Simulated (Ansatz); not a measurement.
# CdTe: a failed or faulty run and its cure

System: CdTe (F-43m, 2 atoms in the cell).
Method of run 1: DFT, PBE, plane waves, PAW, Ueff = 4 eV on Cd f (Ansatz 0.2.0).

The structure derives from a Materials Project entry. Text and figures count atoms from 1; the logs count them from 0 in places.

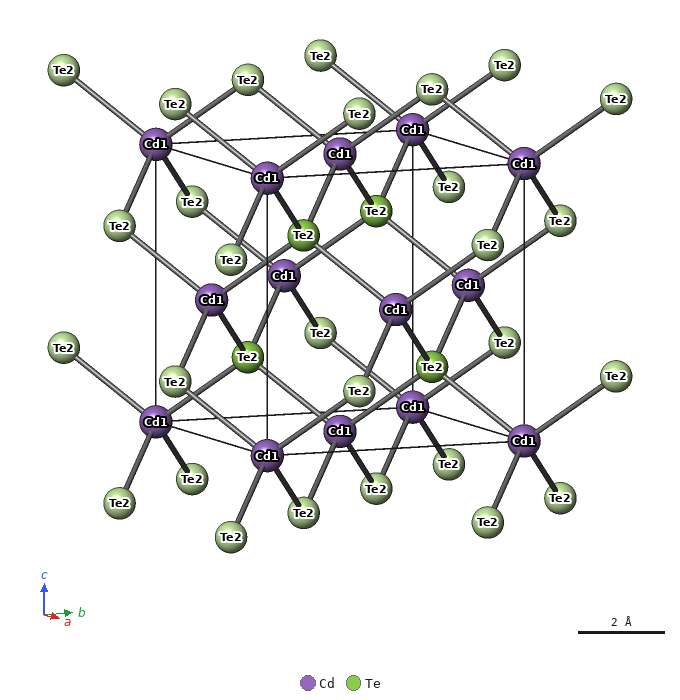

Fig. 1: The starting structure (ball-and-stick view of the cell 4 times as large as that of the calculation, set on its symmetry axes, seen slightly off an axis; neighbours outside the cell are drawn fainter; atoms are numbered from 1 in the order of the input). Near neighbours in the crystal (not all of them lie inside the picture): Cd has 4 Te at 2.84 Å; Te has 4 Cd at 2.84 Å.

**Input, run 1**
```yaml
crystal:
  lattice:
    - [0.0, 3.28211356, 3.28211356]
    - [3.28211356, 0.0, 3.28211356]
    - [3.28211356, 3.28211356, 0.0]
  atoms:
    - { symbol: Cd, position: [0.0, 0.0, 0.0] }
    - { symbol: Te, position: [0.75, 0.75, 0.75] }
basis:
  ecutwfc: 420
kpoints:
  mp_grid: { grid: [8, 8, 8] }
hamiltonian:
  xc: pbe
  hubbard: { sites: [{ species: Cd, l: f, u_eff: 4.0 }] }
scf:
  occupations: { method: gaussian, width: 0.02 }
  max_iter: 100
output:
  forces: true
  eigenvalues: true
  stress: true
relax:
  adjacent_minimum: "off"
  f_tol: 0.005
  max_steps: 80
  cell: { stress_tol: 0.05 }
```

Launched with:
```bash
ansatz run input.yaml --threads 4 --pin off --max-ram 8192MiB --backend cpu --events-out ev --progress --plain --runs-dir out
```

Hardware: 4 threads of Intel Xeon (Granite Rapids), 192 GiB of memory available, shared host.

**Output (run 1)**
```
Error: inconsistent input (hamiltonian.hubbard.sites[].l, hamiltonian.hubbard.sites[].shell): the file of Cd doesn't list 4f, and it can't be added: PBE doesn't bind the shell 4f of the free atom, whose level lies at +1.10 eV. Type an atom or ion with it (hamiltonian.pseudopotentials.projection_atoms), take another file or name another shell
```

**Diagnose this run and give a change of the input that cures it.**

This input holds a deliberate fault: a U on a shell that isn't there (`hamiltonian.hubbard`). The program refused the input: “inconsistent input (hamiltonian.hubbard.sites[].l, hamiltonian.hubbard.sites[].shell): the file of Cd doesn't list 4f, and it can't be added: PBE doesn't bind the shell 4f of the free atom, whose level lies at +1.10 eV …”

A run of the same system that converges differs from this input as follows (lines with − go, lines with + come):
```diff
-  hubbard: { sites: [{ species: Cd, l: f, u_eff: 4.0 }] }
-  max_iter: 100
```

**Output, shortened to warnings, some set-up lines, iterations and results (run 2)**
```
Basis set: ecut = 420 eV, 1411 PW (Γ), exchange–correlation on 64×64×64 points (8 copies of the dense FFT grid, shifted against one another)
Symmetry: 24 space group operations
k-points: 29 of 512 (time reversal used)
Initial density: superposition of atomic densities (neutral atoms: chi_scale 0, normalization atom), corrected by the library's trained network
[...]
SCF iter   1: F=—  HF=-15235.334477 eV  |F-HF|=—  |Δ(HF+E_count)|=         —  Δρ=1.47e-3  dr2=3.86e-3  ethr=1.77e-3  ⟨swp⟩=6.2  Hψ=3043  notcnv=0
SCF iter   2: F=—  HF=-15235.333668 eV  |F-HF|=—  |Δ(HF+E_count)|=   8.09e-4  Δρ=5.46e-4  dr2=2.19e-4  ethr=1.07e-5  ⟨swp⟩=2.7  Hψ=1282  notcnv=0
SCF iter   3: F=—  HF=-15235.333726 eV  |F-HF|=—  |Δ(HF+E_count)|=   5.81e-5  Δρ=2.04e-4  dr2=3.13e-5  ethr=6.07e-7  ⟨swp⟩=3.0  Hψ=1227  notcnv=0
SCF iter   4: F=—  HF=-15235.333757 eV  |F-HF|=—  |Δ(HF+E_count)|=   3.06e-5  Δρ=8.92e-5  dr2=8.38e-6  ethr=8.70e-8  ⟨swp⟩=2.2  Hψ=952  notcnv=0
SCF iter   5: F=—  HF=-15235.333770 eV  |F-HF|=—  |Δ(HF+E_count)|=   1.37e-5  Δρ=2.51e-5  dr2=5.52e-7  ethr=2.33e-8  ⟨swp⟩=2.0  Hψ=899  notcnv=0
[... 20 lines ...]
SCF iter   5: F=—  HF=-15235.338693 eV  |F-HF|=—  |Δ(HF+E_count)|=   7.91e-7  Δρ=8.99e-7  dr2=2.17e-10  ethr=6.28e-12  ⟨swp⟩=2.1  Hψ=1018  notcnv=0
SCF iter   6: F=—  HF=-15235.338693 eV  |F-HF|=—  |Δ(HF+E_count)|=   2.24e-8  Δρ=1.69e-7  dr2=2.36e-11  ethr=1.00e-12  ⟨swp⟩=2.0  Hψ=899  notcnv=0
SCF iter   7: F=-15235.338693 eV  HF=-15235.338693 eV  |F-HF|=1.09e-11  |Δ(HF+E_count)|=  3.95e-10  Δρ=2.57e-8  dr2=7.09e-13  ethr=1.00e-12  ⟨swp⟩=6.1  Hψ=2683  notcnv=0
SCF 4 converged in 7 iterations: F = -15235.338693 eV  dr2 = 7.09e-13
relax step   4: F+E_penalty+E_count = -15235.33869301 eV  Δ(F+E_penalty+E_count) = -3.704e-4 eV  max|allowed force component| = 4.568e-17 eV/Å  Δτ_max = 0.0000 Å  P = -0.015 …
basis re-selected at this cell: Δ(F+E_penalty+E_count) = -3.704e-4 eV, ΔP = -0.002 GPa vs the last step (what re-selecting the basis moved, of the pressure what is left beyond the Pulay correction that the steps carried, after the strain that the cell walked since its last selection, with what the …
SCF converged after 7 iterations
Free energy (F): -15235.338693 eV
Harris-Foulkes:  -15235.338693 eV  (|F-HF|=1.09e-11)
Internal energy: -15235.338693 eV  (E = F + TS)
E sigma→0 (E₀):  -15235.338693 eV
Fermi energy:    6.888134 eV
--- Per-component energies (eV) ---
  E_band       = -815.319578
  E_kinetic    = 684.544702
  E_local      = -5556.605275  (includes V_loc(G=0)·N_el)
  E_nonlocal   = -276.744589
  E_hartree    = 2789.682119
  E_xc         = -300.454994
  E_vxc        = -324.980601  (∫ρ·V_xc dr)
  E_paw        = -8746.041096  (= ΣΔE_a)
  E_vpaw       = -920.897840  (= ΣTr[D̂ρ^β])
  E_aug_tail   = -0.000160  (compensation charges beyond the density's cutoff)
  E_ewald      = -3829.719400
  E_smearing   = -0.000000  (= −TS)
  E_closure    = 0.000000  (closes the sum)
  Σ components = -15235.338693   (vs F -15235.338693, Δ=0.00e0)
--- Forces (eV/Å), atoms counted from 1 ---
  atom   1  Cd     0.00000000     0.00000000     0.00000000
  atom   2  Te     0.00000000    -0.00000000    -0.00000000
  max |Σ_I F_I| component: 6.59e-17 eV/Å
--- Stress (GPa, compression-positive) ---
       -0.015347      -0.000000      -0.000000
       -0.000000      -0.015347       0.000000
       -0.000000       0.000000      -0.015347
  P = ⅓ Tr σ = -0.0153 GPa (-0.153 kbar)
--- Relaxed structure (3 steps of the walk, 3 accepted, 1 SCFs on fresh bases) ---
  F+E_penalty+E_count = -15235.33869301 eV   max|allowed force component| = 4.568e-17 eV/Å   (the final SCF, on the basis selected at the relaxed cell)
  cell:  # Å, volume = 72.5051 Å³
    - [1.5286116098686771e-33, 3.3096311679591706, 3.3096311679591706]
    - [3.3096311679591706, 1.1209818472370297e-33, 3.3096311679591706]
    - [3.3096311679591706, 3.3096311679591706, 3.872482745000648e-33]
  atoms:
    - { symbol: Cd, position: [8.459637219737956e-34, -1.031782342985381e-33, -8.06844012287146e-34] }
    - { symbol: Te, position: [0.75, 0.75, 0.75] }
```

**The two runs side by side**

```tsv
quantity	run 1	run 2
outcome	refused	converged
free energy per atom (eV)	–	−7617.6693
gap on the mesh (eV)	–	0.58
pressure (GPa)	–	−0.02
volume per atom (Å³)	–	36.25
largest force (eV/Å)	–	0.000
SCF iterations	–	22
irreducible k-points	–	29
```
